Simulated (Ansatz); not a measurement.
**Geometry relaxation of Sr**

System: Sr (Im-3m, 1 atom in the cell).
Method: DFT, PBE, PAW with Ansatz's default frozen-core files, scalar-relativistic, no spin polarisation (Ansatz 0.2.0).

The structure was built on a prototype by a generator; it need not be a known phase. It belongs to a series of runs on one base structure; here: cell relaxed at zero pressure. Figures and captions count atoms from 1; the log counts them from 0 in places.

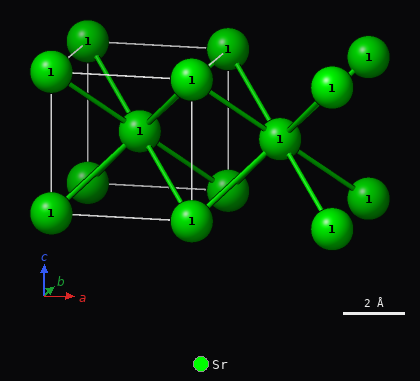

The starting structure (ball-and-stick view of the cell 2 times as large as that of the calculation, set on its symmetry axes, repeated 2 × 1 × 1, seen slightly off an axis; atoms are numbered from 1 in the order of the input). An atom can appear more than once, as a periodic image. Near neighbours in the periodic cell (some may lie outside the picture): Sr has 8 Sr at 4.15 Å.

Results in brief:

| quantity | value |
| --- | --- |
| outcome | converged |
| space group (tolerance 0.01 Å) | Im-3m (229) |
| electrons treated | 10 |
| free energy | −3544.2199 eV |
| Fermi energy | 5.185 eV |
| pressure | 0.00 GPa |
| final volume | 54.04 Å³ |
| largest force (length of the vector) at the end | under 0.001 eV/Å |
| final cell | a = 4.125 Å, b = 4.125 Å, c = 4.125 Å, α = 109.47°, β = 109.47°, γ = 109.47° |
| hardware | 1 thread of Arm Neoverse V1, 112 GiB of memory available, shared host |
| wall time | 5.3 s |
| peak memory | 0.3 GiB |

The input:
```yaml
crystal:
  lattice:
    - [-2.396290566, 2.396290566, 2.396290566]
    - [2.396290566, -2.396290566, 2.396290566]
    - [2.396290566, 2.396290566, -2.396290566]
  atoms:
    - { symbol: Sr, position: [0.0, 0.0, 0.0] }
kpoints:
  mp_grid: { grid: [11, 11, 11] }
scf:
  occupations: { method: fermi_dirac, width: 0.05 }
hamiltonian:
  xc: pbe
  pseudopotentials: { kind: paw }
output:
  forces: true
  stress: true
relax:
  f_tol: 0.005
  max_steps: 40
  cell: {}
```

Launched with:
```bash
ansatz run input.yaml --threads 1 --pin off --max-ram 2048MiB --backend cpu --events-out ev --progress --plain --runs-dir out
```

Log:
```
Engine: ansatz 0.2.0, aarch64-unknown-linux-gnu
Pseudopotentials: kind: paw
Pseudopotential: Sr, paw, valence charge 10, recommended cutoff 420 eV (normal), Sr.paw.azcp
Functional definition: PBE
  parameter kappa = 0.804
  parameter beta = 0.06672455060314922
  exchange = pbe_x(kappa = kappa, mu = beta*pi^2/3)
  correlation = pbe_c(beta = beta)
Crystal: 1 atoms, lattice volume = 55.040 Å³
Basis set: ecut = 420 eV, 1061 PW (Γ), exchange–correlation on 60×60×60 points (8 copies of the dense FFT grid, shifted against one another)
Bands: 9, of which v1, the nominal top of the filled ones, is band 5 counted from 1 (4 counted from 0)
Symmetry: 48 space group operations
Space group: Im-3m (ITA 229), of the structure as read, at distance tolerance 3.8e-5 Å
k-points: 56 of 1331
Non-local potential: Sr, projectors of the file, l = 0: 3, l = 1: 2, l = 2: 2
PAW form: soft (Blöchl's): semilocal exchange-correlation on the pseudo side does not see the compensation charge
PAW one-centre angular grid: Sr, 110 points (default); XC on 64 Gauss nodes
Initial density: superposition of atomic densities (neutral atoms: chi_scale 0, normalization atom), corrected by the library's trained network
Initial wavefunctions: pseudopotential atomic-orbital guess
Functional: x = pbe(κ = 0.804, μ = 0.2195149727645171), c = pbe(β = 0.06672455060314922)
SCF iter   1: F=—  HF=-3544.218565 eV  |F-HF|=—  |Δ(HF+E_count)|=         —  Δρ=8.45e-4  dr2=2.73e-4  ethr=1.77e-3  ⟨swp⟩=7.3  Hψ=4492  notcnv=0
preconditioner: auto → Kerker (q_TF=auto, 2.053 Å⁻¹)  [metal: Δε(μ)=0.046 eV  Ē_g=3.500 eV  σ=0.050 eV  W_gap=0.23  n_scr=12 (ndim 8)  ℏωp=7.1 eV  f_vac=0.000  D(μ)=1.10/eV (n_scr^D=12)]
SCF iter   2: F=—  HF=-3544.219158 eV  |F-HF|=—  |Δ(HF+E_count)|=   5.93e-4  Δρ=4.20e-4  dr2=8.28e-5  ethr=2.73e-6  ⟨swp⟩=3.4  Hψ=1478  notcnv=0
SCF iter   3: F=—  HF=-3544.219250 eV  |F-HF|=—  |Δ(HF+E_count)|=   9.22e-5  Δρ=1.28e-4  dr2=9.88e-6  ethr=8.28e-7  ⟨swp⟩=2.6  Hψ=670  notcnv=0
SCF iter   4: F=—  HF=-3544.219255 eV  |F-HF|=—  |Δ(HF+E_count)|=   5.39e-6  Δρ=3.86e-5  dr2=1.07e-6  ethr=9.88e-8  ⟨swp⟩=2.0  Hψ=561  notcnv=0
iter 5 did not close the SCF: its close was put off for the readings that it lacked (scf_convergence_deferred on its scf_iter line)
SCF iter   5: F=-3544.219256 eV  HF=-3544.219256 eV  |F-HF|=1.25e-9  |Δ(HF+E_count)|=   2.12e-7  Δρ=6.23e-6  dr2=3.16e-8  ethr=1.07e-8  ⟨swp⟩=2.0  Hψ=562  notcnv=0
SCF iter   6: F=-3544.219256 eV  HF=-3544.219256 eV  |F-HF|=5.87e-11  |Δ(HF+E_count)|=   4.10e-9  Δρ=1.44e-6  dr2=1.29e-9  ethr=3.16e-10  ⟨swp⟩=3.0  Hψ=1913  notcnv=0
SCF 1 converged in 6 iterations: F = -3544.219256 eV  dr2 = 1.29e-9
  greatest PAW one-centre occupation: 0.988 electrons in one spin orbital (limit 2), on the Sr atom at site 0 (counted from 0), in its partial waves of l = 0
relax step   1: F+E_penalty+E_count = -3544.21925568 eV  Δ(F+E_penalty+E_count) = +0.000e0 eV  max|allowed force component| = 0.000e0 eV/Å  Δτ_max = 0.0000 Å  P = -0.206 GPa  Ω = 55.040 Å³  (6 SCF iters, dr2 threshold 1.00e-7 eV, accepted)
Crystal: 1 atoms, lattice volume = 54.731 Å³
Basis set: ecut = 420 eV, 1055 PW (Γ), exchange–correlation on 60×60×60 points (8 copies of the dense FFT grid, shifted against one another)
Initial density: handed on by an earlier stage of this run
Initial wavefunctions: those handed on with the density
iter 1 solved again at ethr=2.37e-8 eV; its pass at ethr=3.10e-3 eV (dr2=2.37e-6 eV) is discarded
SCF iter   1: F=—  HF=-3544.219596 eV  |F-HF|=—  |Δ(HF+E_count)|=         —  Δρ=5.59e-5  dr2=1.32e-6  ethr=2.37e-8  ⟨swp⟩=3.0  Hψ=5000  notcnv=0
preconditioner: auto → Kerker (q_TF=auto, 2.055 Å⁻¹)  [metal: Δε(μ)=0.045 eV  Ē_g=3.509 eV  σ=0.050 eV  W_gap=0.22  n_scr=12 (ndim 8)  ℏωp=7.1 eV  f_vac=0.000  D(μ)=1.10/eV (n_scr^D=12)]
SCF iter   2: F=—  HF=-3544.219596 eV  |F-HF|=—  |Δ(HF+E_count)|=   8.54e-7  Δρ=3.40e-5  dr2=5.59e-7  ethr=1.32e-8  ⟨swp⟩=1.0  Hψ=504  notcnv=0
SCF iter   3: F=-3544.219597 eV  HF=-3544.219597 eV  |F-HF|=1.73e-9  |Δ(HF+E_count)|=   2.33e-7  Δρ=4.76e-6  dr2=1.90e-8  ethr=1.00e-9  ⟨swp⟩=3.6  Hψ=1924  notcnv=0
SCF 2 converged in 3 iterations: F = -3544.219597 eV  dr2 = 1.90e-8
relax step   2: F+E_penalty+E_count = -3544.21959668 eV  Δ(F+E_penalty+E_count) = -3.410e-4 eV  max|allowed force component| = 0.000e0 eV/Å  Δτ_max = 0.0000 Å  P = -0.143 GPa  Ω = 54.731 Å³  energy of the carried Pulay correction = +3.947e-6 eV  (3 SCF iters, dr2 threshold 1.00e-7 eV, accepted)
Crystal: 1 atoms, lattice volume = 54.038 Å³
iter 1 solved again at ethr=1.30e-7 eV; its pass at ethr=3.10e-3 eV (dr2=1.30e-5 eV) is discarded
SCF iter   1: F=—  HF=-3544.219908 eV  |F-HF|=—  |Δ(HF+E_count)|=         —  Δρ=1.30e-4  dr2=7.26e-6  ethr=1.30e-7  ⟨swp⟩=3.0  Hψ=4998  notcnv=0
preconditioner: auto → Kerker (q_TF=auto, 2.060 Å⁻¹)  [metal: Δε(μ)=0.043 eV  Ē_g=3.531 eV  σ=0.050 eV  W_gap=0.21  n_scr=12 (ndim 8)  ℏωp=7.1 eV  f_vac=0.000  D(μ)=1.09/eV (n_scr^D=12)]
SCF iter   2: F=—  HF=-3544.219910 eV  |F-HF|=—  |Δ(HF+E_count)|=   1.99e-6  Δρ=8.01e-5  dr2=3.14e-6  ethr=7.26e-8  ⟨swp⟩=1.0  Hψ=504  notcnv=0
SCF iter   3: F=—  HF=-3544.219912 eV  |F-HF|=—  |Δ(HF+E_count)|=   1.39e-6  Δρ=1.07e-5  dr2=9.41e-8  ethr=3.14e-8  ⟨swp⟩=2.0  Hψ=583  notcnv=0
SCF iter   4: F=-3544.219912 eV  HF=-3544.219912 eV  |F-HF|=3.49e-10  |Δ(HF+E_count)|=   3.08e-8  Δρ=1.01e-6  dr2=4.55e-10  ethr=5.13e-10  ⟨swp⟩=5.0  Hψ=1767  notcnv=0
SCF 3 converged in 4 iterations: F = -3544.219912 eV  dr2 = 4.55e-10
relax step   3: F+E_penalty+E_count = -3544.21991158 eV  Δ(F+E_penalty+E_count) = -3.149e-4 eV  max|allowed force component| = 0.000e0 eV/Å  Δτ_max = 0.0000 Å  P = +0.003 GPa  Ω = 54.038 Å³  energy of the carried Pulay correction = +1.288e-5 eV  (4 SCF iters, dr2 threshold 5.13e-8 eV, accepted)
Initial wavefunctions: pseudopotential atomic-orbital guess (no wavefunctions were taken with the density)
iter 1 solved again at ethr=1.23e-7 eV; its pass at ethr=3.10e-3 eV (dr2=1.23e-5 eV) is discarded
SCF iter   1: F=—  HF=-3544.219898 eV  |F-HF|=—  |Δ(HF+E_count)|=         —  Δρ=7.08e-6  dr2=3.67e-9  ethr=1.23e-7  ⟨swp⟩=4.5  Hψ=6376  notcnv=0
eigensolver tolerance schedule: the retry pair's looser diagonalisation over-reported the residual by 3347.16 of it (diagonalisation noise at 0.15 of the residual, at the tolerance the schedule requests for it); recorded, not acted on — ethr = c·dr2/N_el stays at c = 1.0e-1
SCF iter   2: F=—  HF=-3544.219899 eV  |F-HF|=—  |Δ(HF+E_count)|=   1.77e-6  Δρ=3.37e-6  dr2=9.18e-10  ethr=3.67e-11  ⟨swp⟩=2.5  Hψ=875  notcnv=0
SCF iter   3: F=—  HF=-3544.219899 eV  |F-HF|=—  |Δ(HF+E_count)|=   2.67e-9  Δρ=4.88e-7  dr2=5.42e-11  ethr=9.18e-12  ⟨swp⟩=2.0  Hψ=786  notcnv=0
SCF iter   4: F=-3544.219899 eV  HF=-3544.219899 eV  |F-HF|=1.36e-12  |Δ(HF+E_count)|=  2.68e-11  Δρ=7.29e-8  dr2=3.82e-12  ethr=1.00e-12  ⟨swp⟩=6.2  Hψ=1995  notcnv=0
SCF 4 converged in 4 iterations: F = -3544.219899 eV  dr2 = 3.82e-12
relax step   4: F+E_penalty+E_count = -3544.21989945 eV  Δ(F+E_penalty+E_count) = +1.214e-5 eV  max|allowed force component| = 0.000e0 eV/Å  Δτ_max = 0.0000 Å  P = +0.003 GPa  Ω = 54.038 Å³  stress off target by 3.29e-3 GPa  SCF on the basis re-selected at this cell (its energy is not comparable with the rows above)  (4 SCF iters)
```

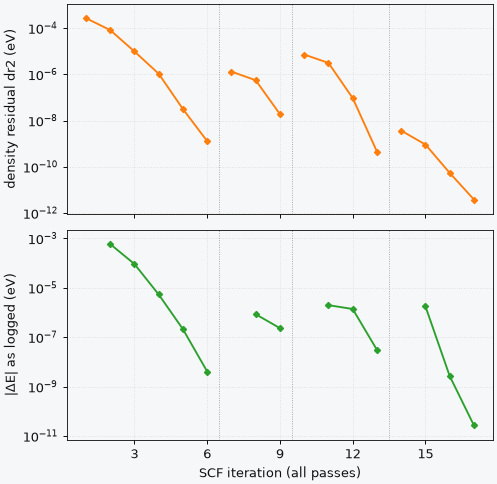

Convergence of the self-consistent field: density residual dr2 and size of the energy change against the SCF iteration. The dotted lines part the SCF passes of the relaxation: geometry steps, rejected trials and re-solves on a re-selected basis. The passes take 6, 3, 4 and 4 iterations.

```
basis re-selected at this cell: Δ(F+E_penalty+E_count) = +1.214e-5 eV, ΔP = -0.000 GPa vs the last step (what re-selecting the basis moved, of the pressure what is left beyond the Pulay correction that the steps carried, after the strain that the cell walked since its last selection, with what the two solves' SCF thresholds leave and, on support functions, any second-order correction that the steps lacked; it is no measure of the basis error at this ecutwfc). This SCF's stress stands 3.29e-3 GPa from its target on what of the cell is left free (relax.cell.stress_tol is 5.00e-2 GPa) and its largest allowed force component is 0.00e0 eV/Å (relax.f_tol is 5.00e-3 eV/Å): within both
SCF converged after 4 iterations
Free energy (F): -3544.219899 eV
Harris-Foulkes:  -3544.219899 eV  (|F-HF|=1.36e-12)
Internal energy: -3544.210533 eV  (E = F + TS)
E sigma→0 (E₀):  -3544.215216 eV
Entropy (-TS):   -0.009367 eV (-9.367 meV/atom)
Fermi energy:    5.184809 eV
--- Per-component energies (eV) ---
  E_band       = -134.731397
  E_kinetic    = 241.609106
  E_local      = -765.958951  (includes V_loc(G=0)·N_el)
  E_nonlocal   = 202.797617
  E_hartree    = 193.435068
  E_xc         = -171.307742
  E_vxc        = -159.360866  (∫ρ·V_xc dr)
  E_paw        = -2694.709753  (= ΣΔE_a)
  E_vpaw       = -40.688414  (= ΣTr[D̂ρ^β])
  E_aug_tail   = -0.000001  (compensation charges beyond the density's cutoff)
  E_ewald      = -550.075877
  E_smearing   = -0.009367  (= −TS)
  E_closure    = -0.000000  (closes the sum)
  Σ components = -3544.219899   (vs F -3544.219899, Δ=0.00e0)
--- Forces (eV/Å), atoms counted from 1 ---
  atom   1  Sr     0.00000000    -0.00000000    -0.00000000
  max |Σ_I F_I| component: 1.23e-31 eV/Å
--- Stress (GPa, compression-positive) ---
        0.003288      -0.000000      -0.000000
       -0.000000       0.003288      -0.000000
        0.000000       0.000000       0.003288
  P = ⅓ Tr σ = 0.0033 GPa (0.033 kbar)
--- Relaxed structure (3 steps of the walk, 3 accepted, 1 SCFs on fresh bases) ---
  F+E_penalty+E_count = -3544.21989945 eV   max|allowed force component| = 0.000e0 eV/Å   (the final SCF, on the basis selected at the relaxed cell)
  cell:  # Å, volume = 54.0378 Å³
    - [-2.381656499463841, 2.381656499463841, 2.381656499463841]
    - [2.381656499463841, -2.381656499463841, 2.381656499463841]
    - [2.381656499463841, 2.381656499463841, -2.381656499463841]
  atoms:
    - { symbol: Sr, position: [0.0, 0.0, 0.0] }
```

Trajectory as extended XYZ (Å, eV, eV/Å), 4 frames, from step=1 to step=4:
```
1
Lattice="-2.3963 2.3963 2.3963 2.3963 -2.3963 2.3963 2.3963 2.3963 -2.3963" Properties=species:S:1:pos:R:3:forces:R:3 step=1 energy=-3544.21926 pressure_GPa=-0.21
Sr    0.0000    0.0000    0.0000    0.0000   0.0000   0.0000
1
Lattice="-2.3918 2.3918 2.3918 2.3918 -2.3918 2.3918 2.3918 2.3918 -2.3918" Properties=species:S:1:pos:R:3:forces:R:3 step=2 energy=-3544.21960 pressure_GPa=-0.14
Sr    0.0000    0.0000    0.0000    0.0000   0.0000   0.0000
1
Lattice="-2.3817 2.3817 2.3817 2.3817 -2.3817 2.3817 2.3817 2.3817 -2.3817" Properties=species:S:1:pos:R:3:forces:R:3 step=3 energy=-3544.21991 pressure_GPa=0.00
Sr    0.0000    0.0000    0.0000    0.0000   0.0000   0.0000
1
Lattice="-2.3817 2.3817 2.3817 2.3817 -2.3817 2.3817 2.3817 2.3817 -2.3817" Properties=species:S:1:pos:R:3:forces:R:3 step=4 energy=-3544.21990 pressure_GPa=0.00
Sr    0.0000    0.0000    0.0000    0.0000   0.0000   0.0000
```
